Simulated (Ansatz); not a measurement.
A series of calculations on P

**1. Relaxation**

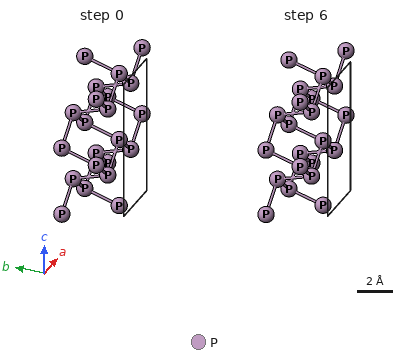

The structure of a crystal of P (set up in Pmna) before (left) and after (right) a relaxation, at one scale.

The picture is a ball-and-stick view of the 1 × 2 repeat of the cell, outlined in the plane, without the vacuum, seen from a free direction.

Case: biaxial strain in the a-b plane of +4.5 %; c and atoms relaxed.

The calculation used Ansatz, DFT PBEsol, scalar-relativistic, plane waves, PAW. Set-up: plane-wave cutoff 420 eV; k-point mesh 8 × 1 × 6; occupations gaussian; smearing width 0.02 eV; no spin polarisation; cell relaxed at fixed a, b, gamma; force threshold 0.008 eV/Å; at most 40 steps.

What changed between the two?

The energy falls by 4.4 meV per atom in 5 accepted moves (6 points after the start). The largest force component goes from 0.28 to under 0.0001 eV/Å. The SCF was repeated once at an unchanged geometry on a basis and grid sized afresh for the cell, which shifted the energy by 0.1 meV per atom at most. The largest moves relative to the layer's centre, 0.017 Å, are those of P atoms. In the plane the drawn cell goes a 3.432 → 3.432 Å (0.0 %), c 8.634 → 8.418 Å (−2.5 %). Near-neighbour distances that change, for instance: P–P 2.261 → 2.226 Å, P–P 2.265 → 2.255 Å. The space group stays Pmna (No. 53). Cost: 74 s on 1 thread of Arm Neoverse V2 (shared host), peak memory 0.6 GiB.

Limits of the set-up: layers or molecules are held without a dispersion correction, so their spacing is unreliable.

**2. Relaxation**

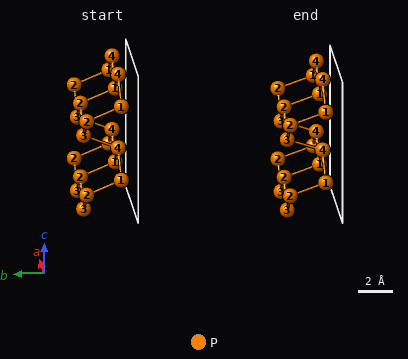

The structure of a crystal of P (set up in Pmna) before (left) and after (right) a relaxation, at one scale.

The picture is a ball-and-stick view of the 2 × 2 repeat of the cell, outlined in the plane, without the vacuum, seen from a free direction.

Theory: DFT PBEsol, scalar-relativistic, plane waves, PAW (Ansatz 0.2.0).

The input:
```yaml
crystal:
  lattice:
    - [3.28372772, 0.0, 0.0]
    - [0.0, 34.85703099, 0.0]
    - [0.0, 0.0, 4.63208471]
  atoms:
    - { symbol: P, position: [0.0, 0.97026143, 0.59215072] }
    - { symbol: P, position: [0.0, 0.02973857, 0.40784928] }
    - { symbol: P, position: [0.5, 0.02973857, 0.09215072] }
    - { symbol: P, position: [0.5, 0.97026143, 0.90784928] }
basis:
  ecutwfc: 420
kpoints:
  mp_grid: { grid: [8, 1, 6] }
hamiltonian:
  xc: pbesol
scf:
  occupations: { method: gaussian, width: 0.02 }
output:
  forces: true
  stress: true
  eigenvalues: true
relax:
  adjacent_minimum: "off"
  f_tol: 0.005
  max_steps: 80
  cell: { stress_tol: 0.05 }
```

Launched with:
```bash
ansatz run input.yaml --threads 1 --pin off --max-ram 2560MiB --backend cpu --events-out ev --progress --plain --runs-dir out
```

What changed between the two?

The largest moves relative to the layer's centre, 0.047 Å, are those of P1, P2, P3 and P4. P2 goes at 64° to the normal (+b side). In the plane the drawn cell goes a 6.567 → 6.569 Å (0.0 %), c 9.264 → 8.874 Å (−4.2 %). Among the contacts that change: P1–P4 2.199 → 2.214 Å, P1–P2 2.242 → 2.238 Å. The space group stays Pmna (No. 53). Over 4 accepted moves (6 points after the start) the energy falls by 6.8 meV per atom. The largest force component goes from 0.26 to 0.0038 eV/Å. The line search rejected the trial step at point 3 of the run. At 1 point the geometry stayed and the basis and grid were re-selected for the new cell (energy shift of 0.1 meV per atom at most each time). The run took 63 s on 1 thread of Arm Neoverse V2, on a shared host, peak memory 0.59 GiB.

Limits of the set-up: layers or molecules are held without a dispersion correction, so their spacing is unreliable.

**3. Series**

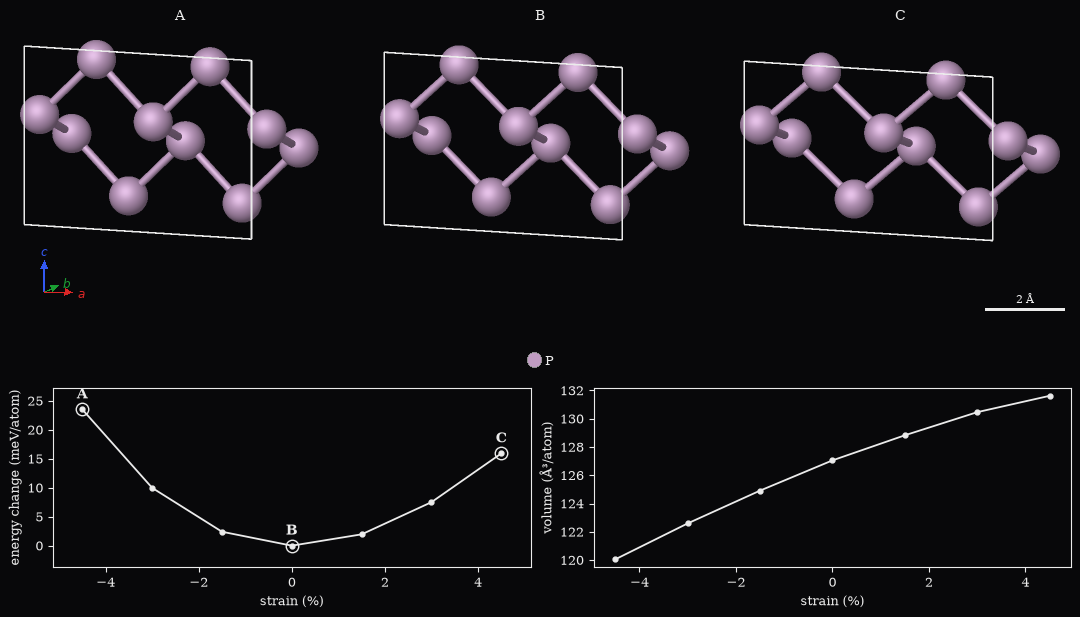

Members of a series of calculations on crystalline P (set up in Pmna), marked on the first curve. Style: ball-and-stick. Shown: the 2 × 1 repeat of the cell, outlined in the plane, without the vacuum, slightly off an axis.

Theory: Ansatz 0.2.0, DFT PBEsol, scalar-relativistic, plane waves, PAW. (plane-wave cutoff 420 eV; k-point mesh 8 × 1 × 6; occupations gaussian; smearing width 0.02 eV; no spin polarisation)

**Describe the series.**

Biaxial strain in the a–b plane, c and atoms relaxed. A (strain −4.5 %): energy change 23.5 meV/atom, volume 120.05 Å³ per atom. B (strain 0.0 %): energy change 0.0 meV/atom, volume 127.05 Å³ per atom. C (strain 4.5 %): energy change 15.9 meV/atom, volume 131.62 Å³ per atom. The rest compares A with C. In the plane the drawn cell goes a 6.273 → 6.864 Å (+9.4 %), c 4.597 → 4.209 Å (−8.4 %). Near-neighbour distances before and after: P–P 2.179 → 2.255 Å, P–P 2.246 → 2.226 Å.

Limits of the set-up: layers or molecules are held without a dispersion correction, so their spacing is unreliable.
